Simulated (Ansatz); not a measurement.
Co

```
CELL_PARAMETERS angstrom
2.53615 0.00000 0.00000
-1.26807 2.19637 0.00000
0.00000 0.00000 4.14298
ATOMIC_POSITIONS crystal
Co 0.33333 0.66667 0.74014
Co 0.66667 0.33333 0.25986
```

Space group P-3m1; a structure from a database of computed crystals, not necessarily the ambient phase; not relaxed (largest force 0.4 eV/Å); spin-polarised.

These are results of Ansatz 0.2.0, Kohn-Sham DFT of a periodic cell, PBE0, Ansatz PAW, not measurements.

**Predict the valence pseudo-density, electron localisation function and spin density between the atoms.**

Co–Co (2.47 Å): ρ at the midpoint is about 0.34 e/Å³; the ELF is about 0.25 at the midpoint (no shared electron pair shows on this line).
Co–Co (2.60 Å): ρ is about 0.28 e/Å³ halfway; the ELF is about 0.30 at the midpoint (no localised pair shows between them).
The spin density sits on Co: +2.0 μB (×2) in one cell of 2 atoms: parallel main moments (a ferromagnetic arrangement) in this solution. The cell of the calculation (2 atoms) carries 3.5 μB of net spin moment.

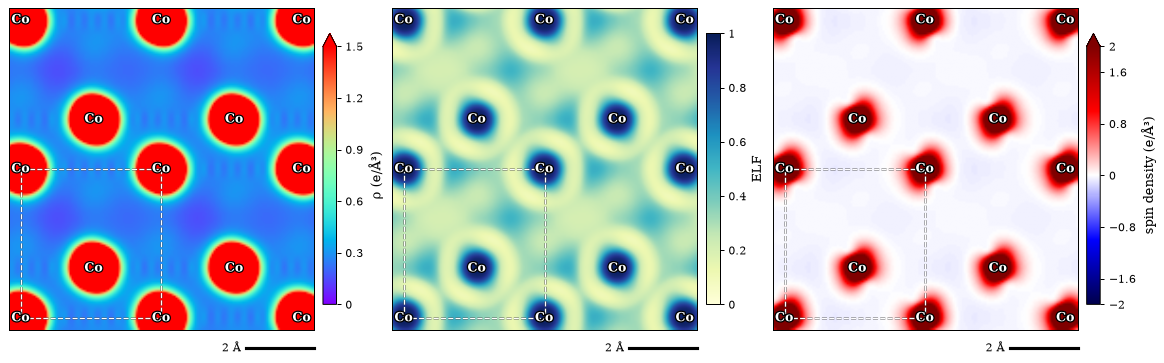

Computed valence pseudo-density, electron localisation function and spin density on the (110) plane of the conventional cell, in this order. 

The density is the valence pseudo-density of a PAW calculation; it isn't the true density close to the nuclei.
